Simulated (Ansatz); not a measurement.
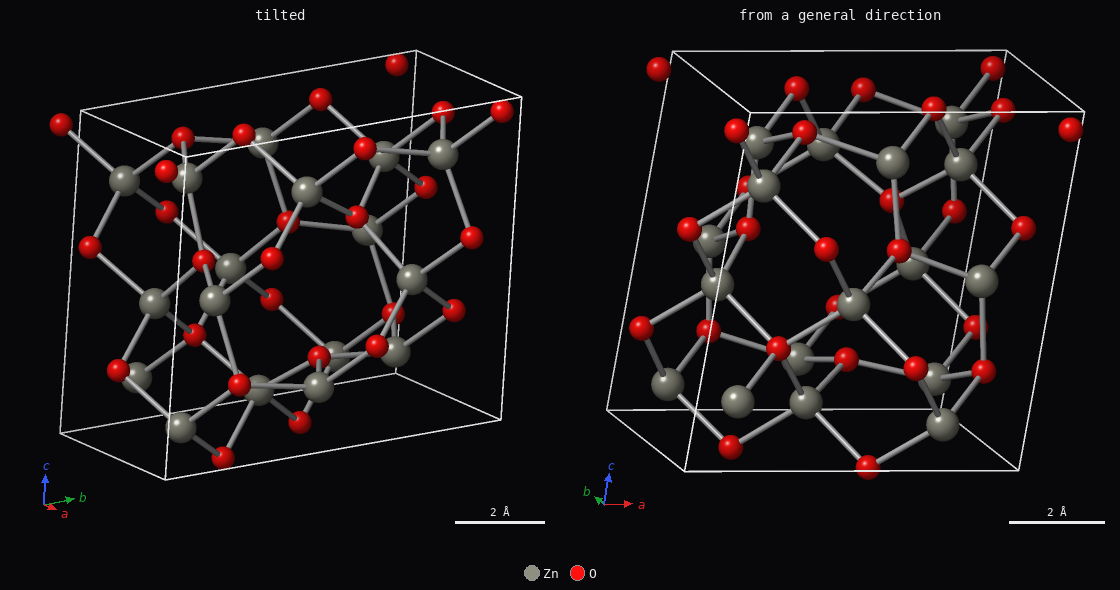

The image is a ball-and-stick drawing of a crystal, viewed slightly off an axis and from a general direction. The supercell is outlined; an atom on or near a face, edge or corner is repeated at each equivalent position. The host is ZnO, in a cell of 36 sites, and the cell is neutral.

> Which defect is modelled here, and what are its neighbours?

A zinc vacancy. Around the empty site lie four O at about 2.2 to 2.3 Å.

The numbers come from Ansatz, DFT PBE, scalar-relativistic, plane waves, PAW, using a kinetic-energy cutoff of 420 eV, the zone sampled with 2×2×2 points, Gaussian smearing of 0.02 eV, collinear spins.

> Is the defect spin-polarised?

Yes, 2.0 μB in the cell.

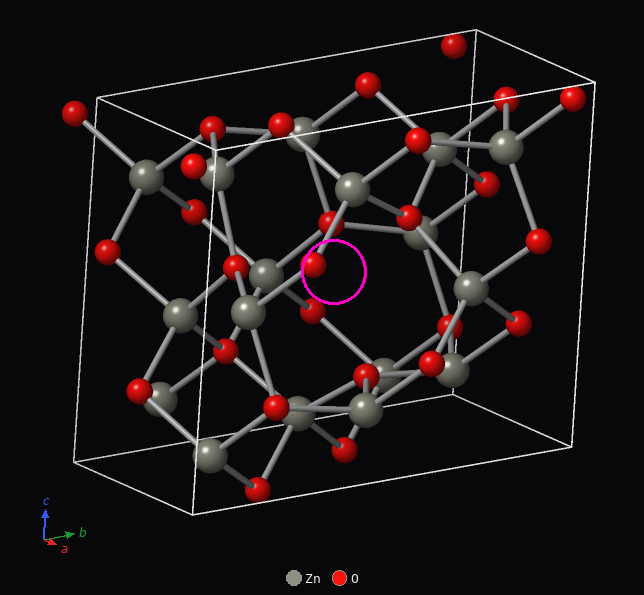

The same cell with a ring at the defect's site.

The atoms were relaxed in the host's cell with Ansatz 0.2.0, DFT PBE, scalar-relativistic, plane waves, PAW.
